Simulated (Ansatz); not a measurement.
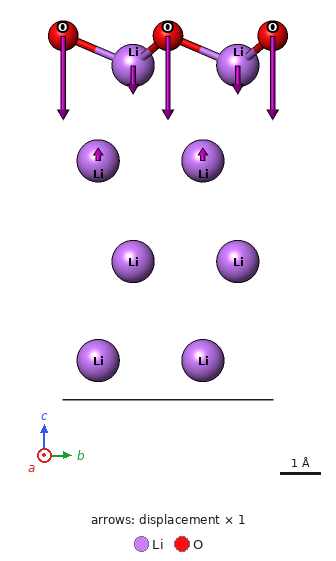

This is a constrained relaxation of a slab of composition Li₄O (cut from the P6_3/mmc phase). The starting structure is drawn; purple arrows show the displacements, at their true length.

A ball-and-stick model of the 2 × 2 repeat of the cell, outlined in the plane, without the vacuum, seen along the a axis.

Case: O put at a hollow Li-Li-Li site. The slab is the (0 0 1) face of Li with O on it. 2 atoms are held fixed.

The calculation used Ansatz, DFT r2SCAN, scalar-relativistic, plane waves, PAW.

Input file:
```yaml
crystal:
  lattice:
    - [3.0926129057, 0.0, 0.0]
    - [-1.5463064529, 2.6782813404, 0.0]
    - [0.0, 0.0, 26.5962151022]
  atoms:
    - { symbol: Li, position: [0.6666666667, 0.3333333333, 0.3195943471] }
    - { symbol: Li, position: [0.3333333333, 0.6666666667, 0.4147985591] }
    - { symbol: Li, position: [0.6666666667, 0.3333333333, 0.5115896753] }
    - { symbol: Li, position: [0.3333333333, 0.6666666667, 0.6033286845] }
    - { symbol: O, position: [0.0, 0.0, 0.6319041791] }
basis:
  ecutwfc: 500
kpoints:
  mp_grid: { grid: [9, 9, 1] }
hamiltonian:
  xc: r2scan
scf:
  occupations: { method: gaussian, width: 0.1 }
output:
  forces: true
  eigenvalues: true
relax:
  adjacent_minimum: "off"
  f_tol: 0.03
  max_steps: 70
  constraints: [{ sites: [0, 1] }]
efield:
  axis: 3
  dipole_correction: true
```

### Describe the change and its energy.

After 14 geometry steps the energy has fallen by 4.707 eV per cell of the calculation. The largest force component goes from 2.4 to 0.0065 eV/Å. The forces were under the threshold at step 10, but the run went on from there. The largest move is that of O5, 2.17 Å along the normal (−c). Largest moves by element: O 2.17 Å, Li 0.75 Å. The cell doesn't change. Some distances before and after: Li3–O5 3.664 → 1.912 Å, Li3–Li4 3.023 → 2.233 Å, Li4–O5 1.941 → 1.902 Å. New bonds form: Li3–O5 (3.66 → 1.91 Å). Bond angles that change, for instance: O5–Li4–O5 105.7° → 108.8°, Li4–O5–Li4 105.7° → 108.8°. The run may lie on a higher electronic state than the lowest, so the end point isn't shown to be the ground-state structure.

Limits of the set-up: the periodic images lie only 3.1 Å apart, so the values are limited by the cell's size.
